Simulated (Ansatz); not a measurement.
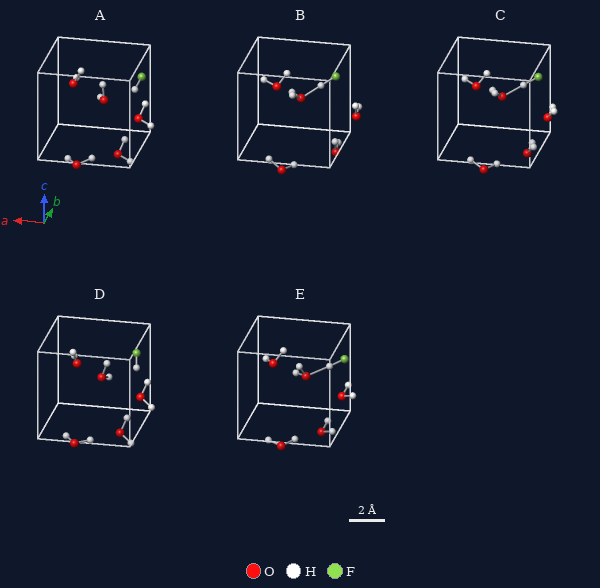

5 geometries from one relaxation of an amorphous cell of composition H9O4F, in shuffled order. The picture is a ball-and-stick view of the cell of the calculation, seen from a free direction.

The cell holds 4 H2O + 1 HF. The run prepares the start of a later molecular dynamics calculation, from a guessed geometry.

Theory: DFT PBE, scalar-relativistic, plane waves, PAW (Ansatz 0.2.0). Set-up: plane-wave cutoff 420 eV; k-point mesh 1 × 1 × 1; occupations fermi dirac; smearing width 0.02 eV; no spin polarisation; atoms relaxed in a fixed cell; force threshold 0.3 eV/Å; at most 15 steps.

Order the frames from highest to lowest energy.

D, A, E, C, B. They are steps 0, 3, 7, 10, 14, at +197 meV per atom, +119 meV per atom, +44.2 meV per atom, +14.6 meV per atom relative to the last. An H atom moves most: 1.43 Å along [0 1 1]. By element the largest moves are H 1.43 Å, O 0.95 Å, F 0.54 Å. The lattice vectors keep their values. Some distances before and after: H–O 2.134 → 1.385 Å, F–H 0.934 → 1.036 Å, H–O 0.969 → 0.997 Å, H–O 0.969 → 0.973 Å. Among the angles between lasting bonds that change: H–O–H 104.0° → 108.2°, H–O–H 104.0° → 107.4°, H–O–H 104.0° → 106.2°. Over 13 accepted moves (14 points after the start) the energy falls by 197 meV per atom. The largest force component goes from 0.68 to 0.22 eV/Å. 1 step only repeated the SCF at the same geometry.

Limits of the set-up: the periodic images lie only 5.5 Å apart, so the values are limited by the cell's size.
